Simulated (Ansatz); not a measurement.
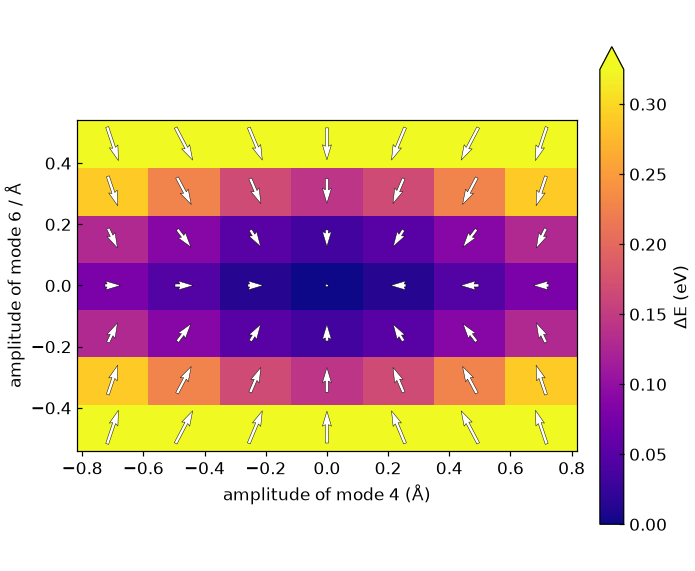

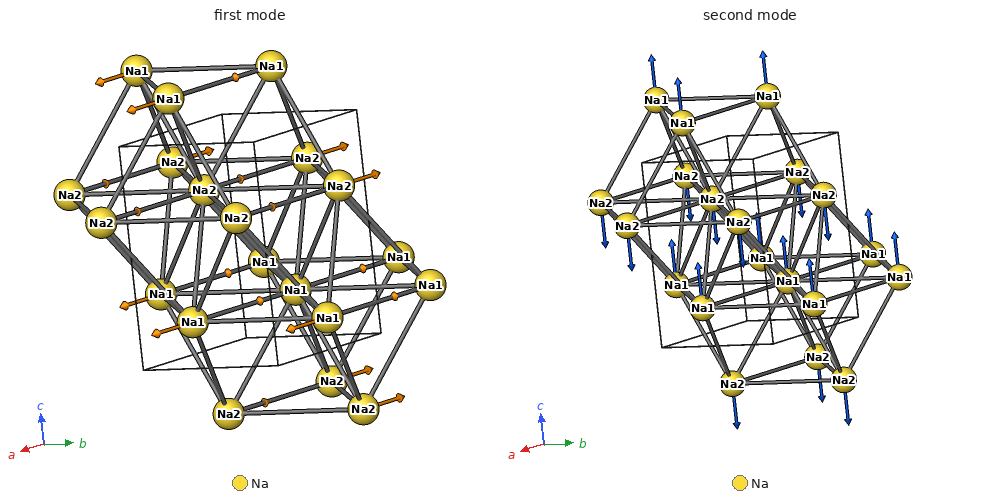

Energy landscape of Na (P6_3/mmc, No. 194; 2 atoms in the cell). The energy is mapped over two normal modes frozen in (zone-centre modes of the 2-atom cell of this scan). First axis: amplitude of mode 4 (55 cm⁻¹), largest displacement. Second axis: amplitude of mode 6 (129 cm⁻¹), largest displacement. Nothing is relaxed (the cell and all other modes fixed). Grid: 7 × 7 points; 16 points were computed and 33 follow by symmetry. Points are written as (first, second). Energies: eV per cell, counted from the lowest grid point. The calculation used DFT PBE, scalar-relativistic, plane waves, PAW (Ansatz 0.2.0). Settings: cutoff 520 eV, k-mesh 15×15×8 in the order of the run's cell vectors, gaussian smearing 0.15 eV, no spin polarisation.

In the figure: one coloured cell a grid point, arrows along the force (downhill), their lengths compressed, one colour for all values above the top of the scale. The second picture is the structure at the lowest point

Question: Describe this landscape.

Answer: The lowest grid point is at (0.000 Å, 0.000 Å). It is the only kind of minimum in the scanned range. The highest grid point, (−0.700 Å, −0.463 Å), lies 0.589 eV above the lowest.

The values on the grid:

```csv
"second ↓, first →",−0.700,−0.467,−0.233,0.000,0.233,0.467,0.700
0.463,0.589,0.483,0.384,0.345,0.384,0.483,0.589
0.309,0.288,0.226,0.167,0.143,0.167,0.226,0.288
0.154,0.129,0.089,0.050,0.034,0.050,0.089,0.129
0.000,0.080,0.046,0.013,0.000,0.013,0.046,0.080
−0.154,0.129,0.089,0.050,0.034,0.050,0.089,0.129
−0.309,0.288,0.226,0.167,0.143,0.167,0.226,0.288
−0.463,0.589,0.483,0.384,0.345,0.384,0.483,0.589
```

The input of one point:

```yaml
crystal:
  lattice:
    - [3.7449956804, 0.0, 0.0]
    - [-1.8724978402, 3.2432613963, 0.0]
    - [0.0, 0.0, 6.1030356778]
  atoms:
    - { symbol: Na, position: [0.3333333333, 0.6666666667, 0.25] }
    - { symbol: Na, position: [0.6666666667, 0.3333333333, 0.75] }
basis:
  ecutwfc: 520.0
kpoints:
  mp_grid: { grid: [15, 15, 8] }
hamiltonian:
  xc: pbe
scf:
  occupations: { method: gaussian, width: 0.15 }
output:
  forces: true
  stress: true
  eigenvalues: true
```

Each point was launched as `ansatz run input.yaml --threads 1 --pin off --max-ram 2048MiB --backend cpu --events-out ev --progress --plain --runs-dir out`. Time for the 16 points that were run: 3.6 min on 1 thread of AMD EPYC 9R45 96-Core Processor (Zen 5), with other jobs on the host.
